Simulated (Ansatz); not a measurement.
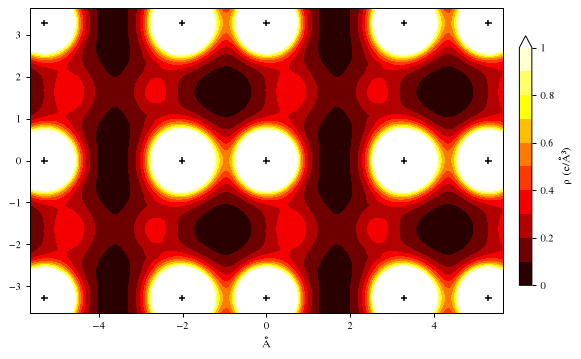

The valence pseudo-density on a plane through atoms (crosses mark nuclei in the plane).

These are results of DFT PBE, scalar-relativistic, plane waves, PAW (Ansatz), not measurements.

Candidates:
A. CdTe, a = 6.62 Å, b = 6.62 Å, c = 6.62 Å, α = 90.00°, β = 90.00°, γ = 90.00°. Space group F-43m; a structure from a database of computed crystals, not necessarily the ambient phase.
B. WS2, a = 3.19 Å, b = 3.19 Å, c = 14.87 Å, α = 90.00°, β = 90.00°, γ = 120.00°. Space group P6₃/mmc; a structure from a database of computed crystals, not necessarily the ambient phase.
C. ZnO, a = 5.29 Å, b = 6.56 Å, c = 6.56 Å, α = 120.00°, β = 90.00°, γ = 90.00°. Space group P6₃mc; a structure from a database of computed crystals, not necessarily the ambient phase.

**Which candidate gave the map?**

Candidate C: ZnO on the (011̄) plane of the calculation cell, which holds Zn and O. Zn–O (2.01 Å): ρ at the midpoint is about 0.58 e/Å³.
